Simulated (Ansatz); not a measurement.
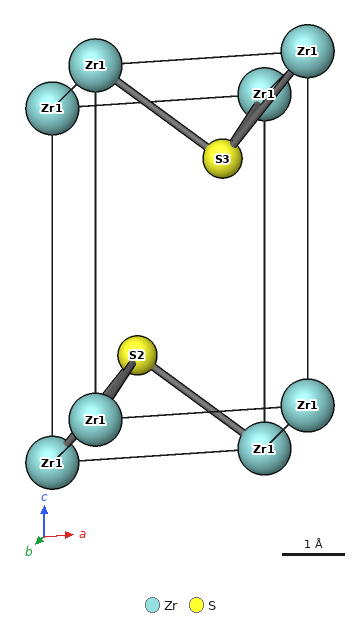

Figure 1. The structure as given in the input (ball-and-stick view of the cell of the calculation, seen at an oblique angle; atoms are numbered from 1 in the order of the input). An atom can appear more than once, as a periodic image. Near neighbours in the periodic cell (some may lie outside the picture): Zr has 6 S at 2.55 Å; S has 3 Zr at 2.55 Å.

## From ZrS2 to ZrS2

System: ZrS2 (3 atoms in the cell).
Method of run 1: DFT PBE+D3(BJ), scalar-relativistic, plane waves, PAW, PAW set soft_1, no spin polarisation (Ansatz 0.2.0).
System of run 2: ZrS2 (slab, 3 atoms in the cell).

On run 1: The structure derives from an entry of the Crystallography Open Database. On run 2: The structure derives from an entry of the Crystallography Open Database. Text and figures count atoms from 1; the logs count them from 0 in places.

## Input file, run 1
```yaml
crystal:
  lattice:
    - [3.6299990406, 0.0, 0.0]
    - [-1.8149995203, 3.1436713848, 0.0]
    - [0.0, 0.0, 5.85]
  atoms:
    - { symbol: Zr, position: [0.0, 0.0, 0.0] }
    - { symbol: S, position: [0.3333333333, 0.6666666667, 0.2492] }
    - { symbol: S, position: [0.6666666667, 0.3333333333, 0.7508] }
basis:
  ecutwfc: 420
kpoints:
  mp_grid: { grid: [9, 9, 6] }
hamiltonian:
  xc: pbe
  pseudopotentials: { kind: paw, azcp: { folder: soft_1 } }
  dispersion: d3bj
scf:
  occupations: { method: gaussian, width: 0.02 }
output:
  forces: true
  stress: true
  eigenvalues: true
relax:
  adjacent_minimum: "off"
  f_tol: 0.005
  max_steps: 80
  cell: { stress_tol: 0.05 }
```

Command:
```bash
ansatz run input.yaml --threads 2 --pin off --max-ram 6144MiB --backend cpu --events-out ev --progress --plain --runs-dir out
```

Hardware: 2 threads of Arm Neoverse V1, 24 GiB of memory available, shared host.

## Output, shortened to warnings, some set-up lines, iterations and results (run 1)
```
Basis set: ecut = 420 eV, 1303 PW (Γ), exchange–correlation on 50×50×80 points (8 copies of the dense FFT grid, shifted against one another)
Symmetry: 12 space group operations
k-points: 62 of 486
Initial density: superposition of atomic densities (chi_scale 0.1, normalization cell, long waves kept (reshape's long-wave potential 0.06 eV rms))
[...]
SCF iter   1: F=—  HF=-5994.900355 eV  |F-HF|=—  |Δ(HF+E_count)|=         —  Δρ=4.96e-2  dr2=5.72e0  ethr=3.10e-3  ⟨swp⟩=6.5  Hψ=6159  notcnv=0
SCF iter   2: F=—  HF=-5993.939369 eV  |F-HF|=—  |Δ(HF+E_count)|=   9.61e-1  Δρ=2.33e-2  dr2=1.28e0  ethr=3.10e-3  ⟨swp⟩=3.0  Hψ=2085  notcnv=0
SCF iter   3: F=—  HF=-5993.683318 eV  |F-HF|=—  |Δ(HF+E_count)|=   2.56e-1  Δρ=5.34e-3  dr2=2.54e-2  ethr=3.10e-3  ⟨swp⟩=2.8  Hψ=1676  notcnv=0
SCF iter   4: F=—  HF=-5993.686570 eV  |F-HF|=—  |Δ(HF+E_count)|=   3.25e-3  Δρ=1.26e-3  dr2=2.35e-3  ethr=1.06e-4  ⟨swp⟩=2.1  Hψ=1939  notcnv=0
SCF iter   5: F=—  HF=-5993.687347 eV  |F-HF|=—  |Δ(HF+E_count)|=   7.77e-4  Δρ=4.51e-4  dr2=2.05e-4  ethr=9.79e-6  ⟨swp⟩=2.0  Hψ=1653  notcnv=0
[... 30 lines ...]
SCF iter   4: F=—  HF=-5993.692948 eV  |F-HF|=—  |Δ(HF+E_count)|=   1.28e-8  Δρ=8.60e-7  dr2=5.41e-10  ethr=4.36e-11  ⟨swp⟩=2.5  Hψ=1570  notcnv=0
SCF iter   5: F=—  HF=-5993.692948 eV  |F-HF|=—  |Δ(HF+E_count)|=  1.76e-10  Δρ=5.61e-7  dr2=2.80e-10  ethr=2.26e-12  ⟨swp⟩=2.3  Hψ=1468  notcnv=0
SCF iter   6: F=-5993.692948 eV  HF=-5993.692948 eV  |F-HF|=7.28e-12  |Δ(HF+E_count)|=  6.18e-11  Δρ=1.04e-7  dr2=1.65e-11  ethr=1.00e-12  ⟨swp⟩=6.0  Hψ=5562  notcnv=0
SCF 5 converged in 6 iterations: F = -5993.692948 eV  dr2 = 1.65e-11
relax step   5: F+E_penalty+E_count = -5993.69294841 eV  Δ(F+E_penalty+E_count) = +7.241e-5 eV  max|allowed force component| = 2.601e-3 eV/Å  Δτ_max = 0.0000 Å  P = -0.033 …
basis re-selected at this cell: Δ(F+E_penalty+E_count) = +7.241e-5 eV, ΔP = +0.000 GPa vs the last step (what re-selecting the basis moved, of the pressure what is left beyond the Pulay correction that the steps carried, after the strain that the cell walked since its last selection, with what the …
SCF converged after 6 iterations
Free energy (F): -5993.692948 eV
Harris-Foulkes:  -5993.692948 eV  (|F-HF|=7.28e-12)
Internal energy: -5993.692948 eV  (E = F + TS)
E sigma→0 (E₀):  -5993.692948 eV
Fermi energy:    8.125747 eV
--- Per-component energies (eV) ---
  E_band       = -152.817871
  E_kinetic    = 527.791542
  E_local      = -1211.557456  (includes V_loc(G=0)·N_el)
  E_nonlocal   = 141.724311
  E_hartree    = 425.896248
  E_xc         = -333.641646
  E_vxc        = -349.584209  (∫ρ·V_xc dr)
  E_paw        = -4180.428941  (= ΣΔE_a)
  E_vpaw       = -112.984441  (= ΣTr[D̂ρ^β])
  E_aug_tail   = -0.000024  (compensation charges beyond the density's cutoff)
  E_ewald      = -1362.387618
  E_disp       = -1.089363  (pairwise vdW)
  E_smearing   = -0.000000  (= −TS)
  E_closure    = -0.000000  (closes the sum)
  Σ components = -5993.692948   (vs F -5993.692948, Δ=0.00e0)
--- Forces (eV/Å), atoms counted from 1 ---
  atom   1  Zr     0.00000000     0.00000000    -0.00000000
  atom   2  S      0.00000000    -0.00000000    -0.00260066
  atom   3  S     -0.00000000     0.00000000     0.00260066
  max |Σ_I F_I| component: 3.70e-17 eV/Å
--- Stress (GPa, compression-positive) ---
       -0.032357      -0.000000      -0.000000
       -0.000000      -0.032357      -0.000000
       -0.000000      -0.000000      -0.035059
  P = ⅓ Tr σ = -0.0333 GPa (-0.333 kbar)
--- Relaxed structure (4 steps of the walk, 4 accepted, 1 SCFs on fresh bases) ---
  F+E_penalty+E_count = -5993.69294841 eV   max|allowed force component| = 2.601e-3 eV/Å   (the final SCF, on the basis selected at the relaxed cell)
  cell:  # Å, volume = 65.5032 Å³
    - [3.6357706481892387, 4.59567408663971e-34, 6.433943721295593e-33]
    - [-1.8178853240946193, 3.1486697436656956, -2.3629336031516328e-18]
    - [0.0, -4.397139486370499e-18, 5.721880911886435]
  atoms:
    - { symbol: Zr, position: [-6.574668412302577e-35, -1.5507378395989496e-34, 0.0] }
    - { symbol: S, position: [0.3333333333333333, 0.6666666666666666, 0.25523208154168886] }
[...]
```

The input of run 2 differs as follows (lines with − go, lines with + come):
```diff
-    - [3.6299990406, 0.0, 0.0]
-    - [-1.8149995203, 3.1436713848, 0.0]
-    - [0.0, 0.0, 5.85]
+    - [3.6357706482, 0.0, 0.0]
+    - [-1.8178853241, 3.1486697437, 0.0]
+    - [0.0, 0.0, 31.8416303019]
-    - { symbol: Zr, position: [0.0, 0.0, 0.0] }
-    - { symbol: S, position: [0.3333333333, 0.6666666667, 0.2492] }
-    - { symbol: S, position: [0.6666666667, 0.3333333333, 0.7508] }
+    - { symbol: S, position: [0.6666666667, 0.3333333333, 0.4541352763] }
+    - { symbol: Zr, position: [0.0, 0.0, 0.5] }
+    - { symbol: S, position: [0.3333333333, 0.6666666667, 0.5458647237] }
+  periodic: [true, true, false]
-  mp_grid: { grid: [9, 9, 6] }
+  mp_grid: { grid: [9, 9, 1] }
+  write_density: true
+  write_potential: true
+  elf: true
+  volumetric_format: npy
-  cell: { stress_tol: 0.05 }
+  cell: { stress_2d_tol: 0.02 }
```

Predict how the results change.

The total energies belong to different systems, so their difference says nothing on which is more stable or more accurate. The gap on the mesh goes from 0.70 to 1.13 eV. The SCF takes 33 iterations over all geometry steps against 30. The irreducible k-points go from 62 to 12. On the same kind of shared host run 2 took about 1.5 times as long. The two runs start from different initial densities, which also moves the count.

## Output, shortened to warnings, some set-up lines, iterations and results (run 2)
```
Basis set: ecut = 420 eV, 7019 PW (Γ), exchange–correlation on 50×50×432 points (8 copies of the dense FFT grid, shifted against one another)
Symmetry: 12 space group operations
k-points: 12 of 81
Initial density: superposition of atomic densities (neutral atoms: chi_scale 0, normalization atom)
[...]
SCF iter   1: F=—  HF=-5994.222613 eV  |F-HF|=—  |Δ(HF+E_count)|=         —  Δρ=2.18e-2  dr2=2.77e0  ethr=3.10e-3  ⟨swp⟩=17.4  Hψ=2085  notcnv=0
SCF iter   2: F=—  HF=-5993.536656 eV  |F-HF|=—  |Δ(HF+E_count)|=   6.86e-1  Δρ=1.13e-2  dr2=8.11e-1  ethr=3.10e-3  ⟨swp⟩=4.8  Hψ=682  notcnv=0
SCF iter   3: F=—  HF=-5993.447622 eV  |F-HF|=—  |Δ(HF+E_count)|=   8.90e-2  Δρ=6.20e-3  dr2=3.24e-1  ethr=3.10e-3  ⟨swp⟩=4.5  Hψ=493  notcnv=0
SCF iter   4: F=—  HF=-5993.395823 eV  |F-HF|=—  |Δ(HF+E_count)|=   5.18e-2  Δρ=3.14e-3  dr2=4.29e-2  ethr=1.35e-3  ⟨swp⟩=2.2  Hψ=347  notcnv=0
SCF iter   5: F=—  HF=-5993.397822 eV  |F-HF|=—  |Δ(HF+E_count)|=   2.00e-3  Δρ=8.15e-4  dr2=3.68e-3  ethr=1.79e-4  ⟨swp⟩=3.8  Hψ=438  notcnv=0
[... 33 lines ...]
SCF iter   5: F=—  HF=-5993.398684 eV  |F-HF|=—  |Δ(HF+E_count)|=   1.97e-7  Δρ=1.54e-7  dr2=1.05e-10  ethr=2.74e-12  ⟨swp⟩=2.6  Hψ=297  notcnv=0
SCF iter   6: F=—  HF=-5993.398684 eV  |F-HF|=—  |Δ(HF+E_count)|=   9.14e-8  Δρ=2.90e-8  dr2=8.13e-12  ethr=1.00e-12  ⟨swp⟩=2.7  Hψ=275  notcnv=0
SCF iter   7: F=-5993.398684 eV  HF=-5993.398684 eV  |F-HF|=3.82e-11  |Δ(HF+E_count)|=   1.63e-9  Δρ=7.12e-9  dr2=1.82e-13  ethr=1.00e-12  ⟨swp⟩=11.8  Hψ=1345  notcnv=0
SCF 5 converged in 7 iterations: F = -5993.398684 eV  dr2 = 1.82e-13
relax step   5: F+E_penalty+E_count = -5993.39868407 eV  Δ(F+E_penalty+E_count) = -2.579e-5 eV  max|allowed force component| = 2.938e-5 eV/Å  Δτ_max = 0.0000 Å  P = +0.000 …
basis re-selected at this cell: Δ(F+E_penalty+E_count) = -2.579e-5 eV, ΔP = +0.000 N/m vs the last step (what re-selecting the basis moved, of the pressure what is left beyond the Pulay correction that the steps carried, after the strain that the cell walked since its last selection, with what the …
SCF converged after 7 iterations
Free energy (F): -5993.398684 eV
Harris-Foulkes:  -5993.398684 eV  (|F-HF|=3.82e-11)
Internal energy: -5993.398684 eV  (E = F + TS)
E sigma→0 (E₀):  -5993.398684 eV
Fermi energy:    -5.839522 eV
--- Per-component energies (eV) ---
  E_band       = -485.149540
  E_kinetic    = 526.801437
  E_local      = -30876.242397  (includes V_loc(G=0)·N_el)
  E_nonlocal   = 141.547904
  E_hartree    = 15092.281064
  E_xc         = -333.186394
  E_vxc        = -348.915384  (∫ρ·V_xc dr)
  E_paw        = -4180.361047  (= ΣΔE_a)
  E_vpaw       = -112.903186  (= ΣTr[D̂ρ^β])
  E_aug_tail   = -0.000024  (compensation charges beyond the density's cutoff)
  E_ewald      = 13636.497238
  E_disp       = -0.736464  (pairwise vdW)
  E_smearing   = -0.000000  (= −TS)
  E_closure    = 0.000000  (closes the sum)
  Σ components = -5993.398684   (vs F -5993.398684, Δ=0.00e0)
--- Forces (eV/Å), atoms counted from 1 ---
  atom   1  S     -0.00000000    -0.00000000    -0.00002938
  atom   2  Zr    -0.00000000     0.00000000     0.00000000
  atom   3  S      0.00000000     0.00000000     0.00002938
  max |Σ_I F_I| component: 1.85e-17 eV/Å
--- 2D stress c σ (N/m, compression-positive) ---
        0.000225       0.000000      -0.000000
        0.000000       0.000225      -0.000000
       -0.000000      -0.000000       0.000000
  P = ½ c Tr σ = 0.0002 N/m
--- Relaxed structure (4 steps of the walk, 4 accepted, 1 SCFs on fresh bases) ---
  F+E_penalty+E_count = -5993.39868407 eV   max|allowed force component| = 2.938e-5 eV/Å   (the final SCF, on the basis selected at the relaxed cell)
  cell:  # Å, volume = 367.1430 Å³
    - [3.648838911365019, 0.0, 4.913386909671493e-128]
    - [-1.8244194556825095, 3.1599871915592623, -1.048673761694293e-128]
    - [4.303083572798779e-127, 1.4238915534627885e-127, 31.8416303019]
  atoms:
    - { symbol: S, position: [0.6666666666666666, 0.3333333333333333, 0.4541928196355824] }
    - { symbol: Zr, position: [9.417193183981312e-35, -2.5626663618343692e-144, 0.5000000000000001] }
[...]
```

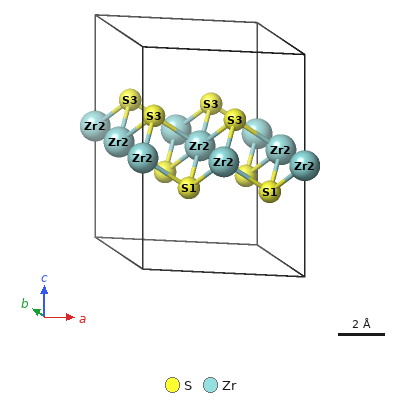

Figure 2. The input structure of run 2 (ball-and-stick view of the 2 × 2 repeat of the cell, with the vacuum cut short, seen slightly off an axis; atoms are numbered from 1 in the order of the input). An atom can appear more than once, as a periodic image.

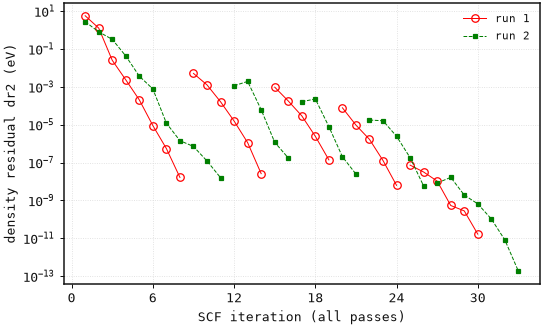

Figure 3. Convergence of the two runs: density residual dr2 against the SCF iteration. A break in a curve parts two SCF passes. Run 1 takes 30 iterations in all, and run 2 takes 33.

## The two runs side by side

| quantity | run 1 | run 2 |
| --- | --- | --- |
| outcome | converged | converged |
| free energy per atom (eV) | −1997.8976 | −1997.7996 |
| gap on the mesh (eV) | 0.70 | 1.13 |
| pressure (GPa) | −0.03 | – |
| volume per atom (Å³) | 21.83 | – |
| largest force (eV/Å) | 0.003 | 0.000 |
| SCF iterations | 30 | 33 |
| irreducible k-points | 62 | 12 |
| work function (eV) | – | 5.84 |
| wall time (shared host) | 12 s | 17 s |
